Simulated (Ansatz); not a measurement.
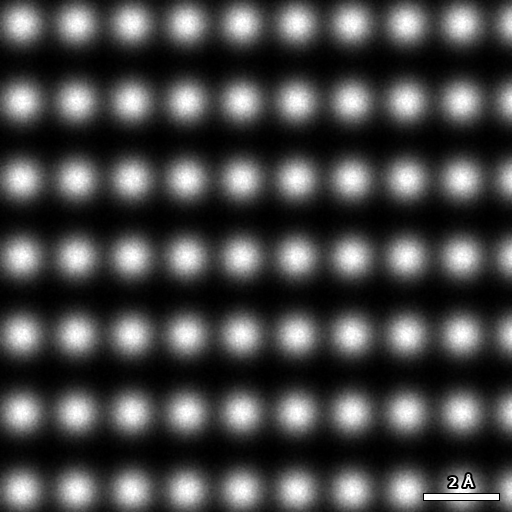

An image along [110] of one of the structures below (computed or model cells, partly hypothetical, each in its standard cell). The image is simulated as a sum over atoms of Z^1.7, blurred by a 0.86 Å probe (no channelling). Shot noise was added.

A. Rh
Space group Im-3m (No. 229). a = 3.008 Å, b = 3.008 Å, c = 3.008 Å, α = 90.00°, β = 90.00°, γ = 90.00°
```json
{"atom": "Rh", "site": "2a", "symmetry": "m-3m", "x": "0.0000", "y": "0.0000", "z": "0.0000"}
```

B. Rh
Space group Cmcm (No. 63). a = 2.700 Å, b = 8.177 Å, c = 2.725 Å, α = 90.00°, β = 90.00°, γ = 90.00°
| atom | site | symmetry | x | y | z |
| --- | --- | --- | --- | --- | --- |
| Rh | 4c | m2m | 0.0000 | 0.6352 | 0.2500 |

C. Rh
Space group Fd-3m:1 (No. 227). a = 5.514 Å, b = 5.514 Å, c = 5.514 Å, α = 90.00°, β = 90.00°, γ = 90.00°
| atom | site | symmetry | x | y | z |
| --- | --- | --- | --- | --- | --- |
| Rh | 8b | -43m | 0.2500 | 0.2500 | 0.7500 |

D. B
Space group Im-3m (No. 229). a = 2.319 Å, b = 2.319 Å, c = 2.319 Å, α = 90.00°, β = 90.00°, γ = 90.00°
| atom | site | symmetry | x | y | z |
| --- | --- | --- | --- | --- | --- |
| B | 2a | m-3m | 0.0000 | 0.0000 | 0.0000 |

Q: Which structure was imaged?

A, Rh. Along [110] the projected cells are A 1.50 × 2.13 Å, 90°; B 2.56 × 2.72 Å, 90°; C 3.38 × 3.38 Å, 109°; D 1.16 × 1.64 Å, 90°. The image repeats as A does.

Structure A: the geometry given to an electronic-structure calculation, possibly off equilibrium; the starting structure was generated, so it need not be a known form of this composition.
